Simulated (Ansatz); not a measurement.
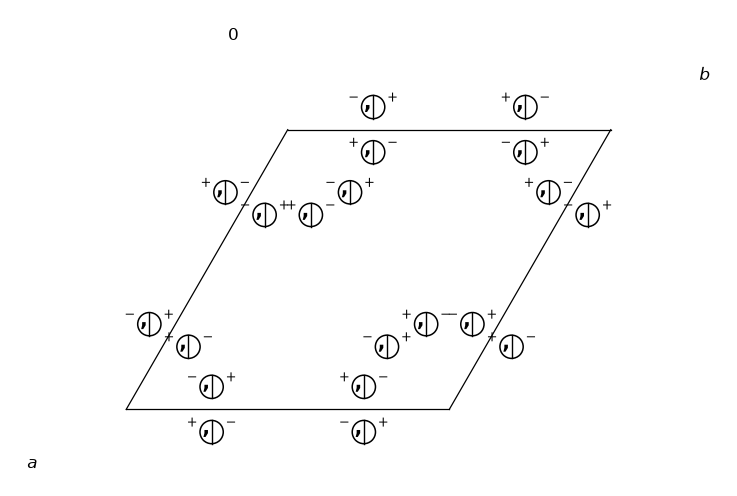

General positions of a space group, projected down c, computed from the operations of a computed or model structure of composition Ni, which need not be its known form.

A circle is a general position, a comma marks the mirror image, + and − with a fraction give the height (along the projection axis: ½+ is ½ plus the coordinate, − is its negative), and a split circle stands for two positions above each other.

### Which space group is it?

P6/mmm (No. 191); primitive hexagonal, point group 6/mmm, 24 general positions a cell.

### Write the general positions (in any order).

x, y, z; −x, −y, −z; x−y, x, z; −x+y, −x, −z; −y, x−y, z; y, −x+y, −z; −x, −y, z; x, y, −z; −x+y, −x, z; x−y, x, −z; y, −x+y, z; −y, x−y, −z; −y, −x, −z; y, x, z; −x, −x+y, −z; x, x−y, z; −x+y, y, −z; x−y, −y, z; y, x, −z; −y, −x, z; x, x−y, −z; −x, −x+y, z; x−y, −y, −z; −x+y, y, z
